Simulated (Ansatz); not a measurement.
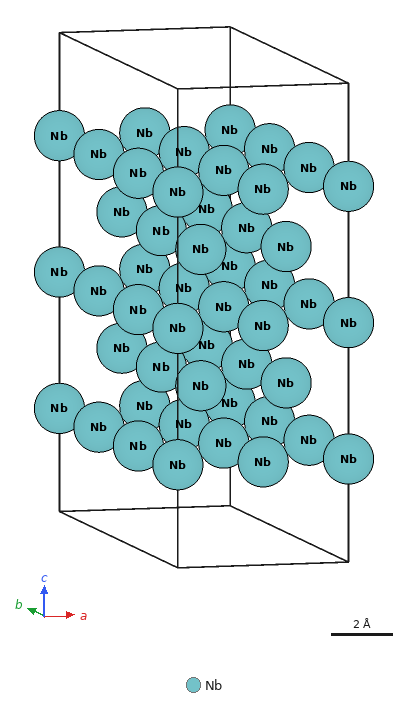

Fig. 1: The input geometry (spheres-only view of the 2 × 3 repeat of the cell, with the vacuum cut short, seen slightly off an axis).

## Nb: single-point calculation (part 1 of 2)

System: Nb (slab, 5 atoms in the cell).
Method: DFT, PBEsol, all-electron LAPW, scalar-relativistic, no spin polarisation (Ansatz 0.2.0).

Figures and captions count atoms from 1; the log counts them from 0 in places.

## The program's output
```
Nb: projections on atomic orbitals take those of the free atom 1s2 2s2 2p6 3s2 3p6 3d10 4s2 4p6 4d4 5s1, of charge +0.00 (hamiltonian.pseudopotentials.projection_atoms)
LAPW: plane waves up to 7.676 Å⁻¹, error target 1.0e-3 eV per atom; small_component_spin mean_spin; Nb in spheres of 1.417 Å, 29 of its electrons in bands, Dirac shells [] (how accurate: hamiltonian.pseudopotentials.lapw.basis_error, Limitations)
Engine: ansatz 0.2.0, aarch64-unknown-linux-gnu
Pseudopotentials: kind: all_electron
Pseudopotential: Nb, LAPW, valence charge 29, lapw/all_electron/scalar/gaussian/Nb, Koelling and Harmon's equation, gaussian nucleus
Functional definition: PBEsol
  exchange = pbesol_x
  correlation = pbesol_c
Crystal: 5 atoms, lattice volume = 191.396 Å³
Basis set: ecut = 224.460536406231 eV, 1475 PW (Γ), exchange–correlation at level 2
Bands: 87, of which v1, the nominal top of the filled ones, is band 73 counted from 1 (72 counted from 0)
Symmetry: 4 space group operations
k-points: 43 of 144
Non-local potential: Nb, projectors of the file, none
Initial density: superposition of atomic densities (neutral atoms: chi_scale 0, normalization atom)
Initial wavefunctions: plane waves of lowest kinetic energy (no species holds an atomic orbital)
Functional: x = pbesol(κ = 0.804, μ = 0.12345679012345678), c = pbesol(β = 0.046)
iter 1 solved again at ethr=5.41e-2 eV; its pass at ethr=1.00e-1 eV (dr2=7.84e1 eV) is discarded
SCF iter   1: F=—  HF=-519447.284763 eV  |F-HF|=—  |Δ(HF+E_count)|=         —  Δρ=4.57e-2  dr2=7.84e1  ethr=5.41e-2  p=0.000 e·Å  D=1.27e-13 V/Å  ΔV_dip=-0.00 eV  dr2_dipole=7.09e-23  V_vac-E_F(+/−)=7.01/7.01 eV  ⟨swp⟩=2.0  Hψ=20438  notcnv=0
efield: sawtooth ramp at fractional position 0.9500 (placed from the atoms, in the widest stretch of the axis that holds none; the zero of the levels goes with the place), width 0.1000; the density the first Hamiltonian is built on has a dipole p = 0.000 e·Å; the dipole correction subtracts the counter field D = 3.90e-13 V/Å, which shifts the + side's vacuum level by -0.00 eV against the − side's; the planar-averaged density in the ramp window peaks in size at 7.7e-6 e/Å³
preconditioner: auto → LDOS  [metal: Δε(μ)=0.028 eV  Ē_g=5.270 eV  σ=0.100 eV  W_gap=0.07  n_scr=56 (ndim 8)  ℏωp=13.4 eV  f_vac=0.501  D(μ)=3.87/eV (n_scr^D=14)  β→1.0]
SCF iter   2: F=—  HF=-519444.544931 eV  |F-HF|=—  |Δ(HF+E_count)|=    2.74e0  Δρ=3.31e-2  dr2=4.64e1  ethr=5.41e-2  p=0.000 e·Å  D=1.06e-9 V/Å  ΔV_dip=-0.00 eV  dr2_dipole=1.44e-14  V_vac-E_F(+/−)=2.98/2.98 eV  ⟨swp⟩=2.2  Hψ=10201  notcnv=0
iter 3 solved again at ethr=4.79e-4 eV; its pass at ethr=3.20e-2 eV (dr2=6.95e-1 eV) is discarded
SCF iter   3: F=—  HF=-519442.467573 eV  |F-HF|=—  |Δ(HF+E_count)|=    2.08e0  Δρ=7.35e-3  dr2=7.03e-1  ethr=4.79e-4  p=0.000 e·Å  D=1.58e-6 V/Å  ΔV_dip=-0.00 eV  dr2_dipole=2.00e-9  V_vac-E_F(+/−)=5.01/5.01 eV  ⟨swp⟩=2.0  Hψ=18235  notcnv=0
SCF iter   4: F=—  HF=-519442.419227 eV  |F-HF|=—  |Δ(HF+E_count)|=         —  Δρ=2.48e-3  dr2=5.53e-2  ethr=4.79e-4  p=0.000 e·Å  D=1.28e-7 V/Å  ΔV_dip=-0.00 eV  dr2_dipole=1.47e-12  V_vac-E_F(+/−)=4.70/4.70 eV  ⟨swp⟩=2.0  Hψ=11649  notcnv=0
the basis was enlarged: its passes take 1.4 MiB over the memory plan, 2 of 2 planned eigensolver slots
SCF iter   5: F=—  HF=-519442.414544 eV  |F-HF|=—  |Δ(HF+E_count)|=   4.68e-3  Δρ=7.12e-4  dr2=1.19e-2  ethr=3.81e-5  p=0.000 e·Å  D=1.55e-7 V/Å  ΔV_dip=-0.00 eV  dr2_dipole=1.33e-12  V_vac-E_F(+/−)=4.67/4.67 eV  ⟨swp⟩=2.0  Hψ=11386  notcnv=0
SCF iter   6: F=—  HF=-519442.414192 eV  |F-HF|=—  |Δ(HF+E_count)|=   3.52e-4  Δρ=1.68e-4  dr2=1.54e-4  ethr=8.19e-6  p=0.000 e·Å  D=6.80e-8 V/Å  ΔV_dip=-0.00 eV  dr2_dipole=3.47e-13  V_vac-E_F(+/−)=4.67/4.67 eV  ⟨swp⟩=2.0  Hψ=11386  notcnv=0
SCF iter   7: F=—  HF=-519442.414218 eV  |F-HF|=—  |Δ(HF+E_count)|=   2.63e-5  Δρ=4.76e-5  dr2=2.23e-5  ethr=1.06e-7  p=0.000 e·Å  D=4.41e-8 V/Å  ΔV_dip=-0.00 eV  dr2_dipole=5.40e-15  V_vac-E_F(+/−)=4.66/4.66 eV  ⟨swp⟩=2.1  Hψ=11394  notcnv=0
SCF iter   8: F=—  HF=-519442.414221 eV  |F-HF|=—  |Δ(HF+E_count)|=   2.49e-6  Δρ=1.89e-5  dr2=4.63e-6  ethr=1.54e-8  p=0.000 e·Å  D=2.32e-8 V/Å  ΔV_dip=-0.00 eV  dr2_dipole=6.56e-18  V_vac-E_F(+/−)=4.66/4.66 eV  ⟨swp⟩=2.6  Hψ=11450  notcnv=0
SCF iter   9: F=—  HF=-519442.414221 eV  |F-HF|=—  |Δ(HF+E_count)|=   3.14e-7  Δρ=4.37e-6  dr2=1.54e-7  ethr=3.19e-9  p=0.000 e·Å  D=1.01e-8 V/Å  ΔV_dip=-0.00 eV  dr2_dipole=7.00e-15  V_vac-E_F(+/−)=4.66/4.66 eV  ⟨swp⟩=3.0  Hψ=11761  notcnv=0
SCF iter  10: F=-519442.414221 eV  HF=-519442.414221 eV  |F-HF|=5.30e-8  |Δ(HF+E_count)|=   5.02e-8  Δρ=1.88e-6  dr2=6.12e-8  ethr=1.06e-10  p=0.000 e·Å  D=3.57e-9 V/Å  ΔV_dip=-0.00 eV  dr2_dipole=3.27e-16  V_vac-E_F(+/−)=4.65/4.66 eV  ⟨swp⟩=3.0  Hψ=11954  notcnv=0
SCF 1 converged in 10 iterations: F = -519442.414221 eV  dr2 = 6.12e-8
```

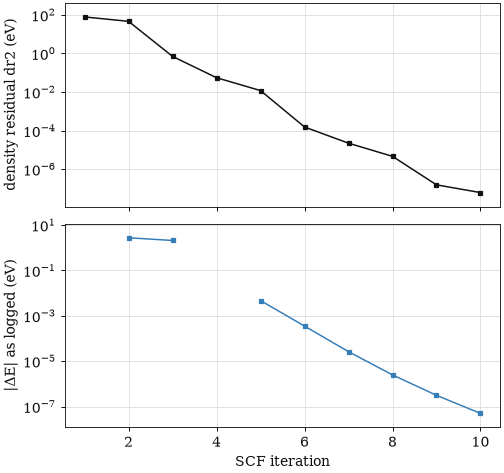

Fig. 2: Convergence of the self-consistent field: density residual dr2 and size of the energy change against the SCF iteration. The residual falls at every step.

```
SCF converged after 10 iterations
Free energy (F): -519442.414221 eV
Harris-Foulkes:  -519442.414221 eV  (|F-HF|=5.30e-8)
Internal energy: -519442.197573 eV  (E = F + TS)
E sigma→0 (E₀):  -519442.305897 eV
Entropy (-TS):   -0.216648 eV (-43.330 meV/atom)
Fermi energy:    7.007524 eV
Dipole field:    D = 0.000000 V/Å  (p = 0.000000 e·Å, saw-weighted, corrected)
Work function:   Φ+ = 4.6550 eV   Φ− = 4.6550 eV
Levels:          The Fermi level and band energies are counted from a zero that moves with the ramp; work functions are not
--- Per-component energies (eV) ---
  E_band       = -20352.481542
  E_kinetic    = 537351.413502
  E_xc         = -15909.737501
  E_efield     = 0.000000  (sawtooth field / dipole correction)
  E_electrostatic = -1040883.873574  (all electrons and nuclei)
  E_smearing   = -0.216648  (= −TS)
  E_closure    = 0.000000  (closes the sum)
  E_atoms      = -519390.021445  (free atoms, spherical and without spin; not in F)
  Σ components = -519442.414221   (vs F -519442.414221, Δ=0.00e0)
  Basis errors (estimates in eV, not in F): energy 2.8e-4 per atom: plane waves 2.4e-4 (1.3e-4 summed), levels above the bands 6.3e-19, relativity 1.7e-8, radial functions 4.5e-5, core shells 1.6e-7; eigenvalues (radial functions only) 8.5e-7; not estimated: angular momenta, meshes, grids; target (lapw.basis_error) 1.0e-3; muffin-tin radii Nb 1.417 Å
--- Forces (eV/Å), atoms counted from 1 ---
  atom   1  Nb     0.00000000    -0.00000000     0.39240107
  atom   2  Nb     0.00000000     0.00000000    -0.36340457
  atom   3  Nb    -0.00000000     0.00000000    -0.00000003
  atom   4  Nb     0.00000000    -0.00000000     0.36340473
  atom   5  Nb     0.00000000     0.00000000    -0.39240117
  max |Σ_I F_I| component: 1.80e-8 eV/Å
--- Stress (GPa, compression-positive) ---
       -3.934319       0.480250      -0.000000
        0.480250      -3.594731       0.000000
       -0.000000       0.000000      -1.633795
  P = ⅓ Tr σ = -3.0543 GPa (-30.543 kbar)
--- Band table (eV; the first three rows and the last of 43) ---
  k-point 0: bands = ["-335.5293", "-335.5293", "-335.5216", "-335.5216", "-335.5113", "-335.5113", "-335.1158", "-335.1158", "-335.1055", "-335.1055", "-335.1030", "-335.1030", "-335.0492", "-335.0421", "-335.0388", "-185.3864", "-185.3864", "-185.3816", "-185.3816", "-185.3777", "-185.3777", "-185.3668", "-185.3668", "-185.3599", "-185.3599", "-184.9791", "-184.9791", "-184.9746", "-184.9746", "-184.9607", "-184.9607", "-184.9590", "-184.9590", "-184.9528", "-184.9528", "-184.9107", "-184.9091", "-184.8981", "-184.8935", "-184.8896", "-47.4832", "-47.4824", "-47.1942", "-47.1180", "-46.9974", "-24.0092", "-23.8762", "-23.5041", "-23.1145", "-23.1076", "-23.0730", "-22.8658", "-22.8354", "-22.8354", "-22.7162", "-22.6737", "-22.5533", "-22.5443", "-22.5437", "-22.4779", "1.2961", "2.0324", "2.8884", "3.2265", "3.2759", "5.3254", "5.5824", "6.0596", "6.5075", "6.6218", "6.6555", "7.1133", "7.1423", "7.2500", "7.6123", "7.8575", "8.4315", "8.8446", "9.6579", "9.6975", "9.7589", "10.0546", "10.0693", "10.3053", "10.3092", "10.3152", "10.4517"]
  k-point 1: bands = ["-335.5293", "-335.5293", "-335.5216", "-335.5216", "-335.5113", "-335.5113", "-335.1158", "-335.1158", "-335.1055", "-335.1055", "-335.1030", "-335.1030", "-335.0492", "-335.0421", "-335.0388", "-185.3864", "-185.3864", "-185.3816", "-185.3816", "-185.3777", "-185.3777", "-185.3668", "-185.3668", "-185.3599", "-185.3599", "-184.9791", "-184.9791", "-184.9746", "-184.9746", "-184.9607", "-184.9607", "-184.9590", "-184.9590", "-184.9528", "-184.9528", "-184.9107", "-184.9091", "-184.8981", "-184.8935", "-184.8896", "-47.4732", "-47.4725", "-47.1827", "-47.1096", "-46.9916", "-23.9838", "-23.8638", "-23.5141", "-23.1872", "-23.1407", "-23.0677", "-22.8873", "-22.8752", "-22.8674", "-22.7810", "-22.6478", "-22.6096", "-22.5789", "-22.5679", "-22.5093", "1.5108", "2.2355", "3.0962", "3.4364", "3.4934", "5.3800", "5.6234", "6.0867", "6.4283", "6.5636", "6.6884", "6.8878", "7.0741", "7.3419", "7.5577", "7.6819", "8.3794", "8.6020", "9.5180", "9.5528", "9.7671", "9.9516", "10.0721", "10.1761", "10.1974", "10.4139", "10.6230"]
  k-point 2: bands = ["-335.5293", "-335.5293", "-335.5216", "-335.5216", "-335.5113", "-335.5113", "-335.1158", "-335.1158", "-335.1055", "-335.1055", "-335.1030", "-335.1030", "-335.0492", "-335.0421", "-335.0388", "-185.3864", "-185.3864", "-185.3816", "-185.3816", "-185.3777", "-185.3777", "-185.3668", "-185.3668", "-185.3599", "-185.3599", "-184.9791", "-184.9791", "-184.9746", "-184.9746", "-184.9607", "-184.9607", "-184.9590", "-184.9590", "-184.9528", "-184.9528", "-184.9107", "-184.9091", "-184.8981", "-184.8935", "-184.8896", "-47.4459", "-47.4455", "-47.1503", "-47.0867", "-46.9762", "-23.9136", "-23.8343", "-23.5575", "-23.3545", "-23.2699", "-23.1402", "-22.9956", "-22.9466", "-22.9054", "-22.9033", "-22.7556", "-22.6770", "-22.6295", "-22.6055", "-22.5350", "2.0959", "2.7561", "3.5887", "3.9783", "4.0251", "5.4907", "5.6798", "6.1370", "6.2021", "6.3482", "6.4627", "6.7643", "6.7874", "6.9847", "7.5029", "7.8483", "7.9790", "9.0238", "9.4656", "9.4724", "9.6103", "9.8999", "9.9117", "10.0739", "10.4601", "10.5798", "10.8085"]
```
